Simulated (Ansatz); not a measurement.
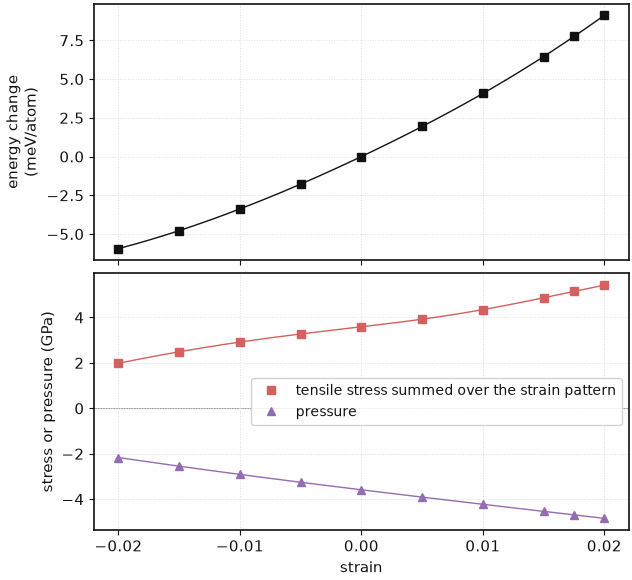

The plot gives the computed energy change, tensile stress summed over the strain pattern and pressure against strain for Al, space group Fm-3m (No. 225).

The given structure:
```yaml
crystal:
  lattice:
    - [0.00000, 2.02398, 2.02398]
    - [2.02398, 0.00000, 2.02398]
    - [2.02398, 2.02398, 0.00000]
  atoms:
    - { symbol: Al, position: [0.00000, 0.00000, 0.00000] }
```

Method: homogeneous strain of a crystal along one Voigt pattern with engineering shear, fractional coordinates fixed, by plane-wave density functional theory with PAW datasets, free energies less that of the undisturbed cell, pressure positive in compression; scalar-relativistic (Ansatz 0.2.0). Level: LDA, no spin polarisation.

- wave cutoff: 420 eV
- k mesh: 20×20×20
- occupations: Gaussian
- smearing width: 0.15 eV
- k shift: (0, 0, 0) (mesh steps)
- start: as given
- strain pattern: (0, 1, 0, 0, 0, 0) (xx yy zz yz xz xy with engineering shear)

**Does the undistorted structure sit at the bottom of the curve?**

No: the energy falls towards negative values, so the start isn't a stationary minimum along this path.

**Read off the course of the energy change.**

It rises from −5.94 meV/atom at strain −0.0200 to 9.11 meV/atom at 0.0200.

**What does the tensile stress summed over the strain pattern do across the range?**

It rises from 1.983 GPa at strain −0.0200 to 5.422 GPa at 0.0200.

Note: reference crystal is not relaxed.
